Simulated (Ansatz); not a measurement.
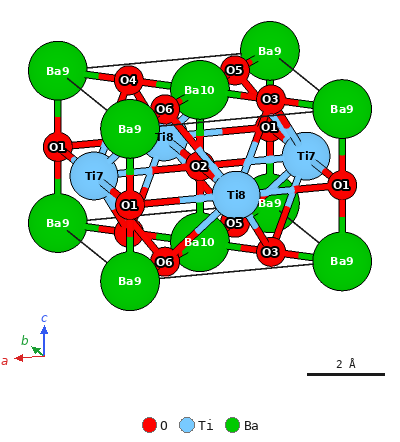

Figure 1. The starting structure (ball-and-stick view of the cell of the calculation, seen slightly off an axis; atoms are numbered from 1 in the order of the input).

**Geometry relaxation, with input and output: BaTiO3 (part 1 of 2)**

BaTiO3 (Pm-3m, 10 atoms in the cell), computed with DFT with r2SCAN, PAW plane waves, spin-polarised (Ansatz 0.2.0).

The structure derives from an entry of the Crystallography Open Database. Ba sits on the octahedral site here and Ti on the 12-fold one, the reverse of the real perovskite. Figures and captions count atoms from 1; the log counts them from 0 in places.

### The input
```yaml
crystal:
  lattice:
    - [4.13151274, 4.13151274, 0.0]
    - [4.13151274, -4.13151274, 0.0]
    - [0.0, 0.0, 4.13151274]
  atoms:
    - { symbol: O, position: [0.0, 0.0, 0.5] }
    - { symbol: O, position: [0.5, 0.5, 0.5] }
    - { symbol: O, position: [0.25, 0.25, 0.0] }
    - { symbol: O, position: [0.75, 0.75, 0.0] }
    - { symbol: O, position: [0.25, 0.75, 0.0] }
    - { symbol: O, position: [0.75, 0.25, 0.0] }
    - { symbol: Ti, position: [0.0, 0.5, 0.5], spin: 1.0 }
    - { symbol: Ti, position: [0.5, 0.0, 0.5], spin: 1.0 }
    - { symbol: Ba, position: [0.0, 0.0, 0.0] }
    - { symbol: Ba, position: [0.5, 0.5, 0.0] }
kpoints:
  mp_grid: { grid: [4, 4, 6], shift: [0, 0, 0] }
magnetization:
  spin_polarized: true
scf:
  occupations: { method: fermi_dirac }
  lower_state_search: "off"
hamiltonian:
  pseudopotentials: { kind: paw }
  xc: r2scan
basis:
  ecutwfc: 500
  fft_grid_basis: typed
relax:
  max_steps: 60
  f_tol: 0.03
output:
  forces: true
  stress: true
  eigenvalues: true
  bader: true
  populations: true
  elf: true
  write_potential: true
  volumetric_format: npy
  dos:
    e_range: [-12, 8]
    de: 0.05
    projected: { site_lists: { Ba: [Ba], O: [O], Ti: [Ti] } }
  write_density: true
checkpoint:
  read: saved_state
```

Run as:
```bash
ansatz run input.yaml --threads 2 --pin off --max-ram 4096MiB --backend cpu --events-out ev --progress --plain --runs-dir out
```

### Output
```
Warning: output.stress: scf.convergence.dr2_threshold = 1e-7 eV (the SCF's general default) is looser than the 1e-9 eV advised for a printed stress (1e-10 eV for each atom of the cell: 10). What an SCF threshold leaves in a stress goes as its square root, and in the free energy as the threshold itself, and one threshold admits the most on a small cell: of the crystals measured, under no hybrid functional and no lock of the moments, on runs that ended without the residual-converged pass, on stresses that held no estimate of that error, the worst erred by over 100 MPa in a component at 1e-7 eV an atom and by under 5 at 1e-10. Every solve of this run answers to scf.convergence.dr2_threshold, and the tensor of one is reported: a single SCF on the reported geometry and on this run's grids (its basis.xc_grid and basis.ecutrho_ratio typed), with scf.convergence.dr2_threshold at 1e-9 eV or tighter, prints it and tightens no other solve. Else set scf.convergence.dr2_threshold to 1e-9 eV or tighter. The threshold is an SCF's pass mark: one that does not reach it within its budget of iterations ends unconverged, or closes short of it on a stop that the run arms, and scf.convergence.dr2_threshold's page says what that costs each kind of run
Engine: ansatz 0.2.0, x86_64-unknown-linux-gnu
Pseudopotentials: kind: paw
Pseudopotential: O, paw, valence charge 6, recommended cutoff 500 eV (meta_gga), O.paw.azcp
Pseudopotential: Ti, paw, valence charge 12, recommended cutoff 500 eV (meta_gga), Ti.paw.azcp
Pseudopotential: Ba, paw, valence charge 10, recommended cutoff 500 eV (meta_gga), Ba.paw.azcp
Functional definition: r2SCAN
  parameter k0 = 0.174
  parameter k1 = 0.065
  parameter a1 = 4.9479
  exchange = r2scan_x(k0 = k0, k1 = k1, a1 = a1)
  correlation = r2scan_c
Crystal: 10 atoms, lattice volume = 141.045 Å³
Basis set: ecut = 500 eV, 3563 PW (Γ), exchange–correlation on 180×180×128 points (64 copies of the dense FFT grid, shifted against one another)
Bands: 51, of which v1, the nominal top of the filled ones, is band 40 counted from 1 (39 counted from 0)
Symmetry: 32 space group operations
Space group: Pm-3m (ITA 221), of the structure as read, at distance tolerance 5.2e-5 Å
Magnetic group: BNS 221.92 (UNI 1594), of the structure as read, at distance tolerance 5.2e-5 Å
k-points: 24 of 96
Non-local potential: O, projectors of the file, l = 0: 2, l = 1: 2, l = 2: 1
Non-local potential: Ti, projectors of the file, l = 0: 3, l = 1: 2, l = 2: 3, l = 3: 1
Non-local potential: Ba, projectors of the file, l = 0: 3, l = 1: 2, l = 2: 2, l = 3: 2
PAW form: soft (Blöchl's): semilocal exchange-correlation on the pseudo side does not see the compensation charge
PAW frozen core: O, regenerated for the run's functional (the file was generated under x = pbe(κ = 0.804, μ = 0.2195149727645171), c = pbe(β = 0.06672455060314922))
PAW frozen core: Ti, regenerated for the run's functional (the file was generated under x = pbe(κ = 0.804, μ = 0.2195149727645171), c = pbe(β = 0.06672455060314922))
PAW frozen core: Ba, regenerated for the run's functional (the file was generated under x = pbe(κ = 0.804, μ = 0.2195149727645171), c = pbe(β = 0.06672455060314922))
PAW one-centre angular grid: O, 302 points (default); XC on 160 Gauss nodes
PAW one-centre angular grid: Ti, 590 points (default); XC on 160 Gauss nodes
PAW one-centre angular grid: Ba, 302 points (default); XC on 160 Gauss nodes
Initial density: read from a saved state, or passed on in memory by an earlier SCF of this step, an earlier step, the calling program or the single point that the run made first
Starting moments: Σ|m| = 2 μB on 2 of 10 sites; this step starts from the density that it was given
Initial wavefunctions: pseudopotential atomic-orbital guess
Functional: x = r2scan, c = r2scan; τ floored in thin density (d = 2e-4 eV/Å³)
iter 1 solved again at ethr=2.76e-5 eV; its pass at ethr=3.10e-3 eV (dr2=2.21e-2 eV) is discarded
SCF iter   1: F=-20333.673806 eV  HF=-20333.019881 eV  |F-HF|=6.54e-1  |Δ(HF+E_count)|=         —  Δρ=1.07e-2 (↑1.07e-2 ↓9.67e-3)  dr2=2.23e-2  dr2_τ=1.43e-2  dr2_m=1.11e-1  M=5.064 μB ∫|m|=5.154 μB  β_m=0.30  ethr=2.76e-5  ⟨swp⟩=1.7  Hψ=14436  notcnv=0
preconditioner: auto → Kerker (q_TF=auto, 2.482 Å⁻¹)  [metal: Δε(μ)=0.054 eV  Ē_g=10.236 eV  σ=0.100 eV  W_gap=0.13  n_scr=38 (ndim 8)  ℏωp=24.2 eV  f_vac=0.002  D(μ)=2.74/eV (n_scr^D=18)]
spin=Collinear: Kerker preconditioning applied to the charge; magnetization (m = ρ↑ − ρ↓) channel mixes plain (no charge-response kernel on spin).
SCF iter   2: F=-20333.721762 eV  HF=-20333.522723 eV  |F-HF|=1.99e-1  |Δ(HF+E_count)|=   5.03e-1  Δρ=8.70e-3 (↑8.70e-3 ↓7.69e-3)  dr2=8.08e-3  dr2_τ=7.20e-3  dr2_m=7.52e-2  M=5.013 μB ∫|m|=5.083 μB  β_m=1.00  ethr=2.76e-5  ⟨swp⟩=2.0  Hψ=5039  notcnv=0  κ⁻¹=1.0e0(r=1)
SCF iter   3: F=-20333.747857 eV  HF=-20333.721247 eV  |F-HF|=2.66e-2  |Δ(HF+E_count)|=   1.99e-1  Δρ=3.79e-3 (↑3.79e-3 ↓2.15e-3)  dr2=6.15e-3  dr2_τ=1.23e-3  dr2_m=9.10e-3  M=4.951 μB ∫|m|=4.995 μB  β_m=1.00  ethr=1.01e-5  ⟨swp⟩=2.0  Hψ=5043  notcnv=0  κ⁻¹=6.8e-2(r=2)
SCF iter   4: F=-20333.747263 eV  HF=-20333.733583 eV  |F-HF|=1.37e-2  |Δ(HF+E_count)|=   1.23e-2  Δρ=2.94e-3 (↑2.94e-3 ↓1.31e-3)  dr2=1.38e-2  dr2_τ=6.97e-4  dr2_m=2.25e-3  M=4.928 μB ∫|m|=4.960 μB  β_m=1.00  ethr=7.69e-6  ⟨swp⟩=2.0  Hψ=4375  notcnv=0  κ⁻¹=9.2e-3(r=3)
SCF iter   5: F=-20333.736139 eV  HF=-20333.747241 eV  |F-HF|=1.11e-2  |Δ(HF+E_count)|=   1.37e-2  Δρ=3.06e-3 (↑3.06e-3 ↓1.29e-3)  dr2=3.16e-2  dr2_τ=3.39e-4  dr2_m=1.28e-3  M=4.919 μB ∫|m|=4.947 μB  β_m=1.00  ethr=7.69e-6  ⟨swp⟩=2.0  Hψ=3986  notcnv=0  κ⁻¹=1.3e-3(r=4)
SCF iter   6: F=-20333.703826 eV  HF=-20333.759440 eV  |F-HF|=5.56e-2  |Δ(HF+E_count)|=   1.22e-2  Δρ=4.12e-3 (↑4.12e-3 ↓2.07e-3)  dr2=7.52e-2  dr2_τ=4.03e-4  dr2_m=1.49e-3  M=4.917 μB ∫|m|=4.945 μB  β_m=1.00  ethr=7.69e-6  ⟨swp⟩=2.0  Hψ=3303  notcnv=0  κ⁻¹=3.8e-4(r=5)
SCF iter   7: F=-20333.749673 eV  HF=-20333.755803 eV  |F-HF|=6.13e-3  |Δ(HF+E_count)|=   3.64e-3  Δρ=1.60e-3 (↑1.06e-3 ↓1.60e-3)  dr2=1.47e-2  dr2_τ=1.56e-4  dr2_m=3.00e-4  M=4.884 μB ∫|m|=4.908 μB  β_m=0.30  ethr=7.69e-6  ⟨swp⟩=2.0  Hψ=4760  notcnv=0  κ⁻¹=9.5e-6(r=6)
SCF iter   8: F=-20333.755549 eV  HF=-20333.758705 eV  |F-HF|=3.16e-3  |Δ(HF+E_count)|=   2.90e-3  Δρ=1.25e-3 (↑8.00e-4 ↓1.25e-3)  dr2=7.74e-3  dr2_τ=2.66e-5  dr2_m=3.33e-4  M=4.873 μB ∫|m|=4.897 μB  β_m=0.30  ethr=7.69e-6  ⟨swp⟩=1.0  Hψ=2680  notcnv=0  κ⁻¹=9.2e-6(r=7)
SCF iter   9: F=-20333.760565 eV  HF=-20333.759879 eV  |F-HF|=6.87e-4  |Δ(HF+E_count)|=   1.17e-3  Δρ=8.97e-4 (↑4.46e-4 ↓8.97e-4)  dr2=1.60e-3  dr2_τ=2.43e-5  dr2_m=4.34e-4  M=4.861 μB ∫|m|=4.885 μB  β_m=0.30  ethr=7.69e-6  ⟨swp⟩=1.0  Hψ=2640  notcnv=0  κ⁻¹=8.4e-6(r=8)
SCF iter  10: F=-20333.759899 eV  HF=-20333.761263 eV  |F-HF|=1.36e-3  |Δ(HF+E_count)|=   1.38e-3  Δρ=1.43e-3 (↑1.43e-3 ↓6.30e-4)  dr2=3.17e-3  dr2_τ=7.59e-5  dr2_m=1.11e-3  M=4.840 μB ∫|m|=4.863 μB  β_m=0.30  ethr=2.00e-6  ⟨swp⟩=2.0  Hψ=4578  notcnv=0  κ⁻¹=6.2e-6(r=8)
SCF iter  11: F=-20333.762082 eV  HF=-20333.761518 eV  |F-HF|=5.65e-4  |Δ(HF+E_count)|=   2.54e-4  Δρ=5.79e-4 (↑5.79e-4 ↓3.88e-4)  dr2=1.72e-4  dr2_τ=1.35e-5  dr2_m=2.91e-4  M=4.845 μB ∫|m|=4.868 μB  β_m=0.30  ethr=2.00e-6  ⟨swp⟩=1.9  Hψ=3683  notcnv=0  κ⁻¹=1.8e-6(r=8)
SCF iter  12: F=-20333.762103 eV  HF=-20333.761902 eV  |F-HF|=2.01e-4  |Δ(HF+E_count)|=   3.84e-4  Δρ=4.72e-4 (↑4.72e-4 ↓3.04e-4)  dr2=2.09e-4  dr2_τ=2.31e-6  dr2_m=1.76e-4  M=4.842 μB ∫|m|=4.865 μB  β_m=1.20  ethr=2.16e-7  ⟨swp⟩=2.0  Hψ=3159  notcnv=0
Mixer restart at iter 12: flushing history
spin-set hold released at iteration 12 (site moments contracting): the magnetisation degrees of freedom join the quasi-Newton model from the next iteration; the mixer history was flushed
SCF iter  13: F=-20333.762199 eV  HF=-20333.762031 eV  |F-HF|=1.68e-4  |Δ(HF+E_count)|=   1.29e-4  Δρ=1.71e-4 (↑9.04e-5 ↓1.71e-4)  dr2=1.25e-4  dr2_τ=1.04e-6  dr2_m=9.88e-6  M=4.839 μB ∫|m|=4.862 μB  β_m=1.20  ethr=2.16e-7  ⟨swp⟩=2.0  Hψ=4508  notcnv=0  κ⁻¹=1.0e0(r=1)
SCF iter  14: F=-20333.762315 eV  HF=-20333.762161 eV  |F-HF|=1.54e-4  |Δ(HF+E_count)|=   1.30e-4  Δρ=8.36e-5 (↑8.36e-5 ↓7.37e-5)  dr2=1.06e-5  dr2_τ=1.08e-6  dr2_m=5.91e-6  M=4.839 μB ∫|m|=4.862 μB  β_m=1.20  ethr=1.56e-7  ⟨swp⟩=2.0  Hψ=3087  notcnv=0  κ⁻¹=3.5e-1(r=2)
SCF iter  15: F=-20333.762342 eV  HF=-20333.762247 eV  |F-HF|=9.44e-5  |Δ(HF+E_count)|=   8.62e-5  Δρ=5.99e-5 (↑5.99e-5 ↓3.35e-5)  dr2=2.96e-6  dr2_τ=2.73e-7  dr2_m=2.00e-6  M=4.837 μB ∫|m|=4.860 μB  β_m=1.20  ethr=1.32e-8  ⟨swp⟩=2.0  Hψ=4323  notcnv=0  κ⁻¹=1.1e-2(r=3)
SCF iter  16: F=-20333.762359 eV  HF=-20333.762321 eV  |F-HF|=3.75e-5  |Δ(HF+E_count)|=   7.44e-5  Δρ=2.84e-5 (↑2.84e-5 ↓1.94e-5)  dr2=8.20e-7  dr2_τ=5.84e-8  dr2_m=5.00e-7  M=4.834 μB ∫|m|=4.857 μB  β_m=1.20  ethr=3.70e-9  ⟨swp⟩=2.9  Hψ=4653  notcnv=0  κ⁻¹=2.2e-3(r=4)
SCF iter  17: F=-20333.762366 eV  HF=-20333.762357 eV  |F-HF|=9.29e-6  |Δ(HF+E_count)|=   3.58e-5  Δρ=1.70e-5 (↑1.70e-5 ↓1.11e-5)  dr2=4.76e-7  dr2_τ=1.74e-8  dr2_m=1.35e-7  M=4.832 μB ∫|m|=4.855 μB  β_m=1.20  ethr=1.03e-9  ⟨swp⟩=3.1  Hψ=5102  notcnv=0  κ⁻¹=3.7e-4(r=5)
SCF iter  18: F=-20333.762369 eV  HF=-20333.762367 eV  |F-HF|=1.26e-6  |Δ(HF+E_count)|=   1.01e-5  Δρ=8.35e-6 (↑8.35e-6 ↓6.63e-6)  dr2=2.17e-7  dr2_τ=5.67e-9  dr2_m=3.75e-8  M=4.831 μB ∫|m|=4.854 μB  β_m=1.20  ethr=5.94e-10  ⟨swp⟩=3.0  Hψ=4490  notcnv=0  κ⁻¹=1.2e-4(r=6)
SCF iter  19: F=-20333.762369 eV  HF=-20333.762369 eV  |F-HF|=3.83e-9  |Δ(HF+E_count)|=   1.67e-6  Δρ=2.80e-6 (↑2.69e-6 ↓2.80e-6)  dr2=5.75e-8  dr2_τ=6.39e-10  dr2_m=4.69e-10  M=4.829 μB ∫|m|=4.853 μB  ethr=1.25e-10  ⟨swp⟩=6.5  Hψ=17027  notcnv=0
the search or the solves at the SCF's close seem to have found levels that the self-consistency loop had missed (the run counts 1). By its estimate they hold under 1e-12 electrons; where the run keeps them, the occupations were computed again with them
SCF 1 converged in 19 iterations: F = -20333.762369 eV  dr2 = 5.75e-8
  greatest PAW one-centre occupation: 1.004 electrons in one spin orbital (limit 2), on the Ti atom at site 7 (counted from 0), in its partial waves of l = 1
relax step   1: F+E_penalty+E_count = -20333.76236896 eV  Δ(F+E_penalty+E_count) = +0.000e0 eV  max|allowed force component| = 1.821e-28 eV/Å  Δτ_max = 0.0000 Å  (19 SCF iters, accepted)
Initial density: handed on by an earlier stage of this run
Initial wavefunctions: those handed on with the density
iter 1 solved again at ethr=7.19e-11 eV; its pass at ethr=3.10e-3 eV (dr2=5.75e-8 eV) is discarded
SCF iter   1: F=-20333.762369 eV  HF=-20333.762369 eV  |F-HF|=3.84e-9  |Δ(HF+E_count)|=         —  Δρ=2.80e-6 (↑2.69e-6 ↓2.80e-6)  dr2=5.75e-8  dr2_τ=6.39e-10  dr2_m=4.69e-10  M=4.829 μB ∫|m|=4.853 μB  β_m=1.20  ethr=7.19e-11  ⟨swp⟩=1.0  Hψ=7783  notcnv=0
preconditioner: auto → Kerker (q_TF=auto, 2.482 Å⁻¹)  [metal: Δε(μ)=0.022 eV  Ē_g=10.252 eV  σ=0.100 eV  W_gap=0.06  n_scr=38 (ndim 8)  ℏωp=24.2 eV  f_vac=0.000  D(μ)=3.20/eV (n_scr^D=18)]
spin=Collinear: Kerker preconditioning applied to the charge; magnetization (m = ρ↑ − ρ↓) channel mixes plain (no charge-response kernel on spin).
SCF iter   2: F=-20333.762369 eV  HF=-20333.762369 eV  |F-HF|=4.93e-9  |Δ(HF+E_count)|=   8.56e-9  Δρ=2.06e-6 (↑2.06e-6 ↓2.04e-6)  dr2=3.93e-8  dr2_τ=3.56e-10  dr2_m=7.95e-11  M=4.829 μB ∫|m|=4.853 μB  ethr=7.19e-11  ⟨swp⟩=6.2  Hψ=12671  notcnv=0
SCF 2 converged in 2 iterations: F = -20333.762369 eV  dr2 = 3.93e-8
```

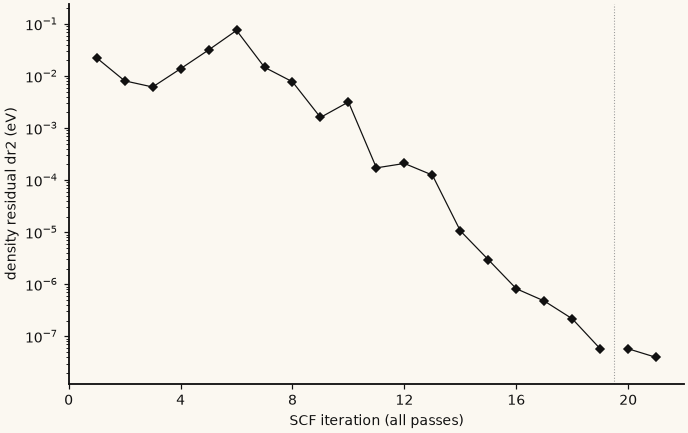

Figure 2. Convergence of the self-consistent field: density residual dr2 against the SCF iteration. Dotted lines part the SCF passes that the log prints in full.
